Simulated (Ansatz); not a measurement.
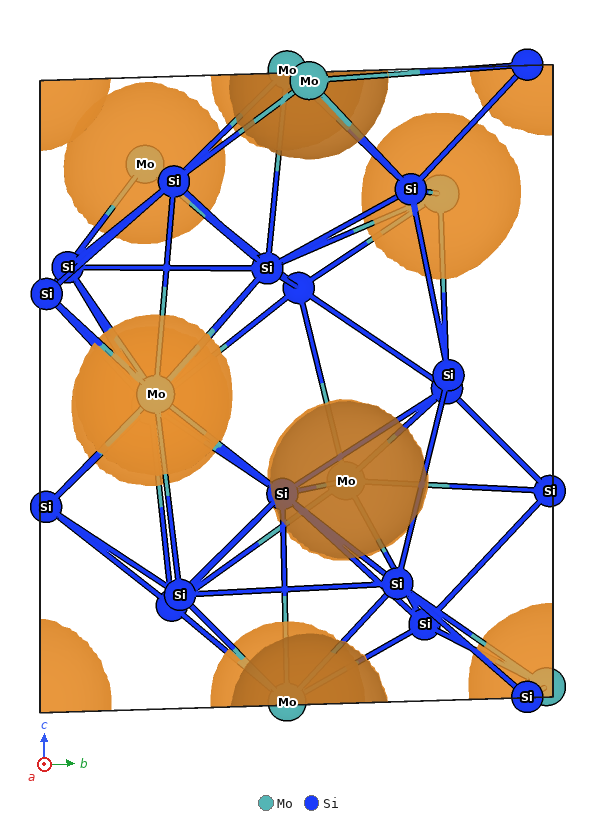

*Si2Mo. Isosurface of the valence charge density (pseudo) at 0.6 e/Å³ (orange), seen along the a axis. Sticks mark near contacts.*

Space group P1; a generated structure, not necessarily the stable one; computed without spin polarisation.

Level of theory: DFT PBE, scalar-relativistic, plane waves, PAW in Ansatz.

The density is the valence pseudo-density of a PAW calculation; it isn't the true density close to the nuclei.

```xyz
24
Lattice="6.4909 0.1623 0.1421 0.1647 6.5936 0.1085 0.1762 0.1315 8.1205" Properties=species:S:1:pos:R:3 pbc="T T T"
Mo    1.4012    1.4941    7.0527
Si    3.1604    3.2358    2.8330
Si    5.2217    1.9568    6.9094
Mo    0.3656    3.9831    2.9277
Mo    1.9614    5.2904    6.6275
Si    3.4161    0.2054    2.7177
Si    4.8691    4.9883    6.7558
Si    0.2956    6.5961    2.7553
Si    1.6782    1.7555    1.3877
Si    3.1529    3.0876    5.7301
Si    5.1048    1.9486    1.5991
Si    0.5918    3.4217    5.4169
Si    1.8231    5.0007    1.1020
Si    3.3559    0.5277    5.7875
Si    4.8379    4.7348    1.6968
Si    6.5886    0.3348    5.5202
Mo    3.4125    3.2600    0.1649
Si    5.1106    5.4403    4.3657
Mo    6.6827    3.7481    8.2100
Si    2.1361    5.3440    4.1340
Mo    3.7606    6.6028    0.3194
Mo    4.8701    1.6708    4.1726
Si    6.3218    6.4176    0.2491
Mo    1.6679    1.5213    3.9616
```

**What does this surface tell about the bonding?**

At this value the density breaks into separate islands; it holds about 45 % of the electrons treated as valence (semicore included). It bridges none of the near contacts. It is pinched off along the sampled Si–Si (2.43 Å), Si–Mo (2.49 Å), Mo–Mo (2.62 Å) and Si–Si (2.52 Å) contacts. On the grid the lowest density along these lines, outside the cores, is 0.46 e/Å³ (Si–Si, 2.43 Å), 0.5 e/Å³ (Si–Mo, 2.49 Å), 0.48 e/Å³ (Mo–Mo, 2.62 Å) and 0.39 e/Å³ (Si–Si, 2.52 Å).
